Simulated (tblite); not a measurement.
C8H6: molecular dynamics (part 1 of 2)

- system: C8H6, SMILES C#Cc1ccccc1
- method: GFN2-xTB Langevin dynamics, gas phase (tblite 0.8.0)

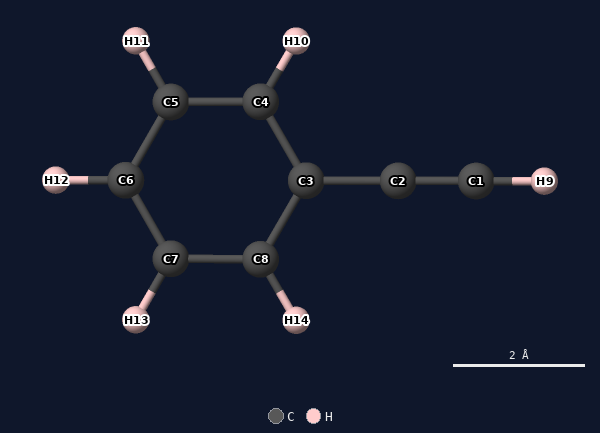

Figure 1. The input geometry (ball-and-stick view, seen on its broad side; atoms are numbered from 1 in the order of the input). Bond lengths as drawn: C–C 1.20 to 1.42 Å and C–H 1.05 to 1.08 Å.

## The input
```
{"job": {"dt": 1.5, "steps": 8000, "equilibration": 400, "friction": 0.005, "h_mass": 4.0, "temperature": 700, "xc": "GFN2-xTB", "basis": "xTB", "kind": "md"}, "charge": 0, "multiplicity": 1}
C      3.322139    -0.242529     0.153307
C      2.126252    -0.156004     0.094500
C      0.715434    -0.052902     0.026749
C      0.114167     1.178791    -0.231260
C     -1.262794     1.274243    -0.294793
C     -2.050092     0.149763    -0.104349
C     -1.456201    -1.075903     0.151705
C     -0.080201    -1.182146     0.218843
H      4.367208    -0.318288     0.204902
H      0.734074     2.051234    -0.379586
H     -1.725879     2.230020    -0.493239
H     -3.126112     0.228747    -0.155231
H     -2.069970    -1.952618     0.299953
H      0.389262    -2.134299     0.419833
```

The first line tells a small driver script what to run in tblite; the rest is the geometry in Å.

Launch command:
```bash
OMP_NUM_THREADS=1 python <driver script> task.json out
```

## Output
```
t/fs     T/K   E - E0/eV
     0.0   1010.9    -0.0000
   525.0    579.0     1.6016
  1050.0    702.6     1.4779
  1575.0    676.7     1.2107
  2100.0    601.2     1.0442
  2625.0    903.5     1.0526
  3150.0    797.2     1.3028
  3675.0    661.6     1.0921
  4200.0    818.4     1.2791
  4725.0    558.5     1.3856
  5250.0    381.5     0.7636
  5775.0    780.1     1.3163
  6300.0    498.0     1.1552
  6825.0    609.9     0.6585
  7350.0    726.5     0.8849
  7875.0    740.4     1.3110
  8400.0    595.1     1.1598
  8925.0    646.0     1.0642
  9450.0    555.6     1.2617
  9975.0    659.6     1.0888
 10500.0    946.9     0.8615
 11025.0    712.4     1.3448
 11550.0    621.8     0.8346
 12075.0    736.2     0.5325
 12600.0    504.5     1.3631
```

## Trajectory as extended XYZ (Å, eV, eV/Å), 25 frames, from step=0 to step=8400
```
14
Properties=species:S:1:pos:R:3:forces:R:3 step=0 time_fs=0.0 energy=-546.89025 temperature=1010.9
C     3.3221   -0.2425    0.1533    0.0010   0.0000   0.0000
C     2.1263   -0.1560    0.0945   -0.0010   0.0010   0.0020
C     0.7154   -0.0529    0.0267    0.0000   0.0000   0.0010
C     0.1142    1.1788   -0.2313    0.0000  -0.0010   0.0000
C    -1.2628    1.2742   -0.2948    0.0000   0.0000   0.0010
C    -2.0501    0.1498   -0.1043    0.0000   0.0010   0.0000
C    -1.4562   -1.0759    0.1517    0.0000   0.0000   0.0010
C    -0.0802   -1.1821    0.2188    0.0000   0.0010   0.0000
H     4.3672   -0.3183    0.2049    0.0000   0.0000  -0.0010
H     0.7341    2.0512   -0.3796   -0.0020  -0.0010   0.0010
H    -1.7259    2.2300   -0.4932    0.0010   0.0000  -0.0020
H    -3.1261    0.2287   -0.1552    0.0010  -0.0010   0.0000
H    -2.0700   -1.9526    0.3000    0.0000   0.0000   0.0010
H     0.3893   -2.1343    0.4198    0.0000   0.0010  -0.0030
14
Properties=species:S:1:pos:R:3:forces:R:3 step=350 time_fs=525.0 energy=-545.28865 temperature=579.0
C     3.7483   -0.7974    0.9767   -2.6070  -0.3020  -1.1770
C     2.5528   -0.8214    0.8510   -0.5110  -0.4230  -0.0780
C     1.2415   -0.8177    0.3822   -2.9170   1.2780  -0.8570
C     0.5376    0.4605    0.4241    1.0550  -1.8950  -2.8820
C    -0.5224    0.6693   -0.5387    2.0000   1.6640   3.5660
C    -1.1206   -0.4263   -1.0022   -2.2410  -1.2380  -2.8260
C    -0.5796   -1.7130   -0.9660    0.2120   0.7230   0.2200
C     0.5759   -1.8767   -0.2868    3.3900  -2.5470   1.8080
H     4.4815   -0.6300    1.5956    3.5150   0.4240   1.8610
H     1.2436    1.1852    0.7389   -0.3230   1.2020   0.4980
H    -0.8934    1.6960   -0.7075    0.1490  -0.7930   0.1950
H    -2.0038   -0.2726   -1.6753    0.6750  -0.2410   0.5490
H    -0.9010   -2.5011   -1.5931   -0.7950  -0.5250  -0.1740
H     1.1641   -2.9713   -0.1675   -1.6020   2.6740  -0.7040
14
Properties=species:S:1:pos:R:3:forces:R:3 step=700 time_fs=1050.0 energy=-545.41234 temperature=702.6
C     1.8011   -0.1685    1.8122   -0.4310  -1.3370  -2.9160
C     1.6671   -0.6275    0.6515    0.8750   2.3170   6.9180
C     1.3145   -1.0665   -0.5812    1.1140  -2.8640  -1.7480
C     0.9647   -0.1136   -1.5277   -0.7430  -2.4850   0.2410
C     0.6204   -0.5606   -2.7868    0.5520  -1.8250   1.4240
C     0.5722   -1.9284   -3.0701    1.2710  -0.1590  -1.9230
C     1.0661   -2.8927   -2.2055    0.0770   5.4690   2.7980
C     1.5501   -2.4510   -0.9622   -0.2340   0.0830   0.0440
H     1.9004    0.1693    2.8501   -0.0060  -0.4480  -1.5470
H     0.8152    0.8355   -1.1423    0.0060   1.7810   0.0350
H     0.6419    0.2073   -3.4456   -0.7630   1.5960  -2.5520
H     0.5875   -2.3166   -4.1228   -0.8710   0.8260   0.7850
H     1.1202   -3.8530   -2.3649    0.1980  -4.6020  -1.3700
H     2.1366   -3.2486   -0.3906   -1.0460   1.6480  -0.1870
14
Properties=species:S:1:pos:R:3:forces:R:3 step=1050 time_fs=1575.0 energy=-545.67959 temperature=676.7
C     3.2172    1.3826   -0.5931    1.4150   2.0060   1.8460
C     2.2704    0.7309   -0.9411   -0.8830  -1.4980  -1.2240
C     1.4269   -0.2979   -1.6057    0.2550   2.2310   0.6240
C     0.1484    0.0665   -2.0947   -0.0180  -3.4440  -1.2410
C    -0.5941   -1.0610   -2.7144    1.1570   0.7920   1.5960
C    -0.0625   -2.4014   -2.7662    1.3230   3.7800   0.3720
C     1.3166   -2.5656   -2.4340   -2.3630   2.8700   1.0570
C     2.0264   -1.5547   -1.7532   -1.8950  -0.3340  -1.9020
H     3.8861    2.1189   -0.0003   -1.5810  -1.8250  -1.6080
H    -0.1698    1.1085   -2.2119    0.0220  -0.7770   0.4090
H    -1.6352   -0.8225   -2.9942    0.7700  -0.4140  -0.1190
H    -0.5770   -3.1284   -3.3291   -0.4850  -0.6810  -0.1210
H     1.7024   -3.4791   -2.6405    1.4060  -2.3360  -0.4240
H     3.0789   -1.5833   -1.7368    0.8780  -0.3690   0.7340
14
Properties=species:S:1:pos:R:3:forces:R:3 step=1400 time_fs=2100.0 energy=-545.84607 temperature=601.2
C     0.3006    1.9623   -2.1055   -0.8640  -2.1190  -0.2480
C    -0.2302    0.9045   -2.2978    0.0450  -0.8820   0.2530
C    -0.5794   -0.4366   -2.6257    0.6330  -0.1030   0.9690
C    -1.2293   -0.6478   -3.7915   -2.0680   2.2610  -2.6480
C    -1.4994   -1.8896   -4.2635    0.4310  -1.0620  -2.6330
C    -0.9751   -2.9517   -3.6063   -0.7490  -4.1950   0.4570
C    -0.3359   -2.9013   -2.3646   -0.5000   1.6180  -0.7410
C    -0.1868   -1.5905   -1.9372    0.2920   0.0970   2.0470
H     0.5283    2.9272   -2.0756    0.7940   2.6030   0.3080
H    -1.7223    0.1773   -4.3830    0.9480  -0.4300   0.7400
H    -1.7937   -2.1386   -5.3515   -0.2580   0.9080   1.9160
H    -1.3619   -3.9535   -4.0065    1.1490   1.0130   0.5150
H     0.0657   -3.6891   -1.7315   -0.4620   0.0050  -0.5860
H     0.0712   -1.4837   -0.8791    0.6090   0.2870  -0.3500
14
Properties=species:S:1:pos:R:3:forces:R:3 step=1750 time_fs=2625.0 energy=-545.83764 temperature=903.5
C    -1.3694    0.5171   -0.9985   -0.2590  -3.0300  -4.1080
C    -1.4257   -0.1941   -2.0187    0.6500   0.4770   2.6740
C    -1.2692   -1.4218   -2.7568   -0.5120   1.2720   0.2440
C    -1.7617   -1.5113   -4.0700   -0.1150   2.2200   2.0200
C    -1.6377   -2.6915   -4.7130    0.0620  -0.4310  -2.3740
C    -0.9365   -3.7772   -4.2381    1.0300  -0.5910   1.7170
C    -0.4821   -3.6618   -2.8834   -0.1270  -1.0450  -0.1100
C    -0.6256   -2.4975   -2.1521   -1.0900  -0.3540   1.6140
H    -1.0263    1.3780   -0.6072    0.1560   1.7890   1.2750
H    -2.2577   -0.5532   -4.3903    0.3640  -1.4730  -0.2930
H    -2.0238   -2.6793   -5.7281   -0.0350  -0.4560  -0.0790
H    -0.7150   -4.6985   -4.8492   -0.5140   1.1720   0.8560
H    -0.1090   -4.5055   -2.2593   -0.0460   0.3590  -1.1490
H    -0.5517   -2.5002   -0.9856    0.4350   0.0900  -2.2880
14
Properties=species:S:1:pos:R:3:forces:R:3 step=2100 time_fs=3150.0 energy=-545.58741 temperature=797.2
C    -1.3994    0.2895   -3.9990    0.7090  -2.5290   1.0670
C    -0.9286   -0.8126   -3.7128   -0.0150   1.7690   0.1800
C    -0.0607   -1.9499   -3.5301    0.3940  -0.4200  -1.9970
C     0.8202   -2.2100   -4.6387    0.1590   0.0840  -0.5710
C     1.5932   -3.3979   -4.7621   -2.3230  -0.3430   1.8570
C     1.2506   -4.4758   -3.7800    2.5940   2.6750  -4.1270
C     0.5358   -4.1129   -2.6947    1.1420  -4.3240  -0.5210
C    -0.0987   -2.9715   -2.5875   -2.5310   3.8100   3.3210
H    -2.0289    1.1358   -3.9893    0.1720  -0.1180  -0.2890
H     0.7953   -1.3865   -5.4449    0.4780  -1.4550   1.1840
H     2.2680   -3.5079   -5.6146   -0.3820  -0.2090   0.5340
H     1.6737   -5.4557   -3.9466    0.0030   0.1170   0.1400
H     0.3737   -4.9979   -2.0939   -0.2970   0.4850   0.9500
H    -0.5410   -2.8611   -1.5321   -0.1030   0.4590  -1.7270
14
Properties=species:S:1:pos:R:3:forces:R:3 step=2450 time_fs=3675.0 energy=-545.79818 temperature=661.6
C    -0.6984   -0.9411   -3.6099    0.2530  -0.4170   0.6440
C    -0.0622   -1.9676   -3.5430    0.2120   0.0040   0.2930
C     0.8171   -3.1080   -3.5521   -0.4820   0.2980  -0.1270
C     1.8517   -3.0974   -4.5243   -1.7030   0.8410   1.0840
C     2.7875   -4.0855   -4.4994    2.6500  -0.0260  -0.2530
C     2.7107   -5.2177   -3.6570   -2.1790   1.6820   0.9700
C     1.6104   -5.2396   -2.6977    2.1190   0.1980  -0.9030
C     0.7320   -4.1215   -2.5877    1.7400  -1.4330   0.8430
H    -1.2473   -0.0700   -3.3546    0.1040  -0.3040  -0.4720
H     1.8712   -2.1389   -5.0649    0.4420  -0.8860  -0.1620
H     3.7877   -3.7763   -5.0087   -1.6450  -1.1880   0.4990
H     3.5544   -5.8802   -3.5858   -0.2700  -0.2800  -0.0790
H     1.6858   -6.0737   -1.9323   -0.5120   1.2560  -0.9460
H     0.3668   -4.0390   -1.5384   -0.7280   0.2540  -1.3910
14
Properties=species:S:1:pos:R:3:forces:R:3 step=2800 time_fs=4200.0 energy=-545.61110 temperature=818.4
C    -0.3836   -0.4771   -2.1565    0.9890  -0.2840   0.8710
C     0.4937   -1.2688   -2.4261   -0.1530   1.3850   0.6590
C     1.2643   -2.2870   -2.9687    0.7970   0.4520  -0.7290
C     2.4913   -2.2570   -3.6087    0.8950  -1.0730  -1.6840
C     2.9442   -3.3051   -4.4967   -2.2490   2.0610   2.4990
C     2.1672   -4.4169   -4.6974    0.7430  -0.6740  -0.9910
C     1.0754   -4.4819   -3.8980   -3.1860  -2.2630   2.9020
C     0.6493   -3.4858   -2.9849   -0.6320  -3.4880  -0.9010
H    -0.7322    0.1748   -1.4087   -0.6220   0.2720  -0.4750
H     3.1242   -1.4253   -3.4292    0.4660   0.6640  -0.2340
H     3.8093   -3.1445   -5.0090    2.1740   0.3070  -1.0720
H     2.4907   -5.2097   -5.4278   -0.5890   0.8620   0.9040
H     0.4229   -5.4446   -3.6922    1.4520   1.4870  -1.1500
H    -0.1174   -3.7487   -2.2528   -0.0850   0.2920  -0.6000
14
Properties=species:S:1:pos:R:3:forces:R:3 step=3150 time_fs=4725.0 energy=-545.50468 temperature=558.5
C     1.9226   -2.9697   -1.0349   -0.2250  -0.9760  -4.4740
C     1.8997   -3.2487   -2.2466    1.6120   1.2940   2.1090
C     2.2449   -3.3903   -3.6643    1.4070   0.2620   0.5190
C     3.5592   -3.1531   -4.2825   -1.5550   0.1840   0.6220
C     3.7142   -3.3628   -5.6622    1.4110  -2.2620   0.7250
C     2.5859   -3.7428   -6.3833    0.0270   0.3860  -0.1670
C     1.3515   -3.9744   -5.8032    0.0980   1.1250   0.5150
C     1.1790   -3.8343   -4.4258   -0.4450   0.1430   0.4000
H     1.6083   -2.7665   -0.0729   -0.1030   0.0280   0.7400
H     4.2943   -2.6129   -3.6784   -0.0460  -0.7080  -0.1950
H     4.7230   -3.7531   -6.2016   -1.8520   2.0280   1.4640
H     2.7675   -3.6521   -7.4438   -0.6100  -0.6410  -0.2540
H     0.4781   -4.0097   -6.3943   -0.6570  -0.5790  -0.6950
H     0.2179   -3.9131   -3.8328    0.9380  -0.2840  -1.3090
14
Properties=species:S:1:pos:R:3:forces:R:3 step=3500 time_fs=5250.0 energy=-546.12662 temperature=381.5
C     2.2943   -2.7933   -0.9513    1.1930  -0.6560  -4.8350
C     2.5838   -3.0225   -2.1488   -1.4450   0.2240   3.3190
C     2.8066   -3.3939   -3.5464    0.3680  -0.1870   2.1690
C     3.8293   -2.6918   -4.1398    0.1280   0.4780  -1.9210
C     4.1432   -2.9360   -5.5259   -0.6530  -0.3620   2.1910
C     3.5738   -3.9973   -6.1804   -1.5290  -1.0890  -0.4520
C     2.5457   -4.6866   -5.5076   -0.4620  -1.3770   0.1190
C     2.2066   -4.4773   -4.1795   -0.8020   0.5520  -0.0020
H     2.1389   -2.3820    0.0019    0.0130  -0.1780   0.0160
H     4.1806   -1.8981   -3.4773    0.5660   0.0100  -0.9560
H     4.8024   -2.3763   -6.1003    1.2940   1.1500  -0.2970
H     3.7690   -4.3161   -7.2563   -0.0490   0.7870   1.5700
H     1.9818   -5.5183   -5.9711    0.6050   0.5370  -0.1180
H     1.3744   -4.9726   -3.6311    0.7750   0.1100  -0.8020
14
Properties=species:S:1:pos:R:3:forces:R:3 step=3850 time_fs=5775.0 energy=-545.57393 temperature=780.1
C     3.6368   -3.8598   -1.9107    0.3590   2.3890  -5.9490
C     3.6279   -3.3638   -3.0455    0.8310  -1.4800   2.4610
C     3.6766   -3.0197   -4.4546   -3.0130   0.6710   3.5690
C     4.1427   -3.8979   -5.3658   -0.0360  -1.2870  -3.3400
C     3.8174   -3.6807   -6.7285   -0.8990   1.8210   1.0780
C     2.9637   -2.5562   -7.0110    2.1390  -3.7270  -3.1250
C     2.3494   -1.8834   -6.0684   -1.6120   3.7840   1.0130
C     2.6530   -2.0889   -4.7484   -0.2930   1.6740   0.6810
H     3.3985   -4.1202   -0.9875   -0.4750  -0.8050   2.7270
H     4.5510   -4.8731   -5.1235    0.5330   0.4920   0.2910
H     4.1785   -4.2878   -7.5328    0.0820  -0.2070  -0.0100
H     2.6151   -2.3629   -8.0232    0.5790  -0.2450  -0.1470
H     1.7589   -0.9713   -6.4455    0.3070  -1.5050   1.0300
H     2.0489   -1.3809   -4.0705    1.4970  -1.5760  -0.2780
14
Properties=species:S:1:pos:R:3:forces:R:3 step=4200 time_fs=6300.0 energy=-545.73500 temperature=498.0
C     5.2209   -4.6551   -3.1685    1.6690  -0.4690   1.5610
C     4.3914   -4.4286   -3.9839   -1.3660   0.1980  -1.5320
C     3.5089   -3.8887   -4.9491   -3.0580   0.0910   0.0560
C     2.2128   -4.4406   -5.3246    1.6640   0.6820  -1.1180
C     1.5121   -3.6715   -6.3477   -0.4040  -3.8960   2.4290
C     1.8827   -2.4644   -6.7347    1.4170   2.7290  -1.5460
C     2.9379   -1.8148   -6.0992    0.6860  -0.8200   0.7870
C     3.7295   -2.5099   -5.2207   -1.0110  -2.2880  -0.4840
H     5.9666   -4.8632   -2.4437   -0.3490  -0.0600  -0.2490
H     1.9983   -5.5128   -5.0167   -0.0920   1.6910  -0.5430
H     0.5680   -3.9481   -6.8026    0.1570  -0.9960   0.2700
H     1.5065   -2.1136   -7.7063   -0.2550   0.4750   0.8450
H     3.2263   -0.8120   -6.0987   -0.1680   1.5110  -1.0040
H     4.6104   -2.1721   -4.7854    1.1100   1.1550   0.5300
```
